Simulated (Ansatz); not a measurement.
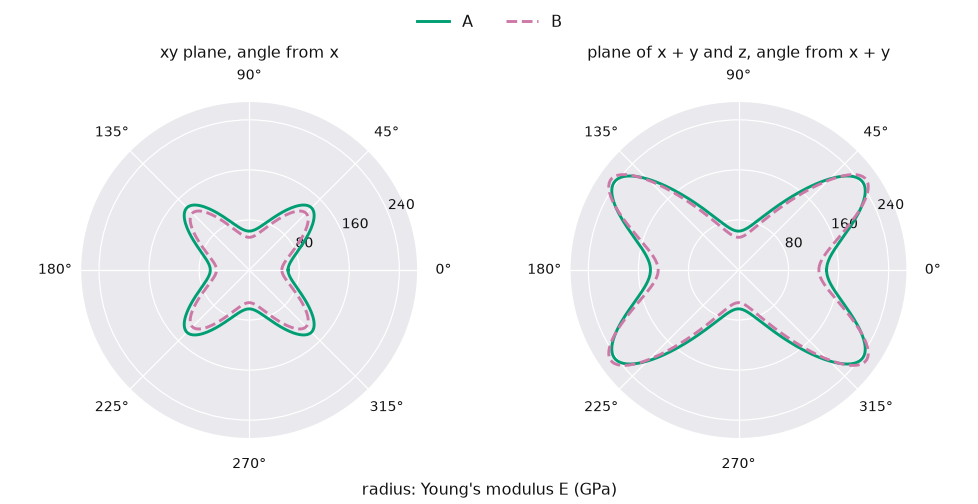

The figure compares two calculations of the directional Young's modulus. The first is for AlCu₃, space group Pm-3m (No. 221).

Cell as given: a = 3.632 Å, b = 3.632 Å, c = 3.632 Å, α = 90.00°, β = 90.00°, γ = 90.00°; 4 atoms.

Computed with Ansatz 0.2.0: elastic stress-strain coefficients at zero temperature from small strains of the given cell, Voigt order xx yy zz yz xz xy, Cartesian axes of the cell vectors; plane waves with PAW datasets, Γ-centred k mesh. Level: PBEsol, no spin polarisation.

wave cutoff 420 eV; k mesh 12×12×12; occupations Fermi–Dirac; smearing width 0.15 eV; ions relaxed; strain amplitude 0.005.

In the second, the level changes from PBEsol to r2SCAN, and the cell is that level's own (12.08 against 11.98 Å³/atom). The second calculation uses wave cutoff 500.0 eV.

> Which of A and B is the second calculation, and what did the change do?

B. The bulk modulus hardly changes (152.1 and 150.9 GPa), the shear modulus falls from 54.3 to 52.2 GPa (−3.9 %), the least Young's modulus over all directions falls from 62.1 to 52.2 GPa (−16 %) and the largest rises from 243.2 to 250.1 GPa (+2.8 %).

For both, limits of the calculation: metal sensitive to the k mesh.
